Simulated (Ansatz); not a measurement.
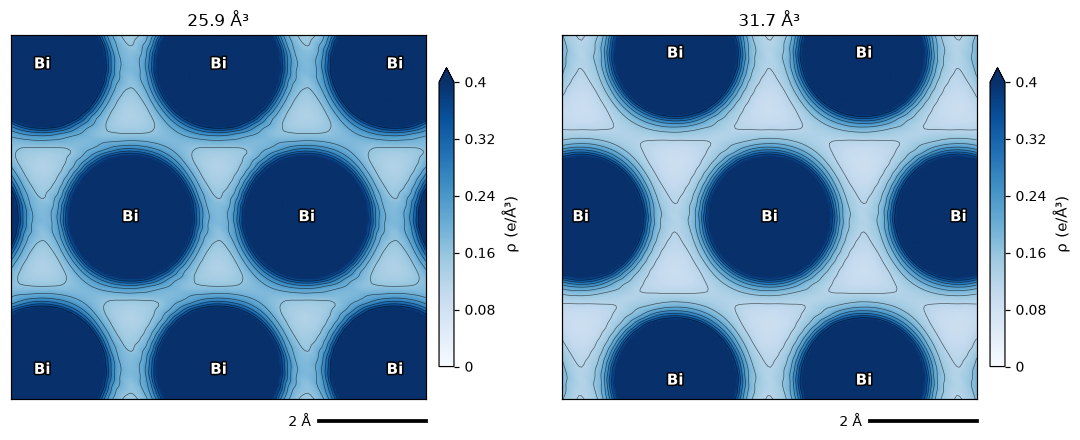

Bi. The valence pseudo-density of cells scaled evenly to different volumes (given per atom above each panel), on the (001) plane of each (indices in the axes of the cell below), at one length scale and on one colour scale.

A generated structure, not necessarily the stable one.

Level of theory: DFT, LDA (PW92), plane waves (420 eV) with PAW, scalar-relativistic in Ansatz.

Core electrons are frozen (PAW), and the valence fields are smoothed inside the atomic spheres.

The largest cell:

```
Bi
1.0
     3.54912    0.00000    0.00000
    -1.77456    3.07363    0.00000
     0.00000    0.00000    5.81725
Bi
2
Cartesian
  0.0000 2.0491 1.4543
  1.7746 1.0245 4.3629
```

| volume (Å³/atom) | Bi–Bi contact in the plane (Å) | ρ at its midpoint (e/Å³) | 
| --- | --- | --- |
| 25.85 | 3.315 | 0.181 | 
| 29.38 | 3.459 | ? | 
| 31.73 | 3.549 | 0.122 | 

Estimate the missing row, and compare with the calculation.

Over the known rows ln ρ falls by 1.69 per Å of Bi–Bi distance (the line through the two), which gives 0.142 e/Å³ at 3.459 Å; the calculation gives 0.140 e/Å³.
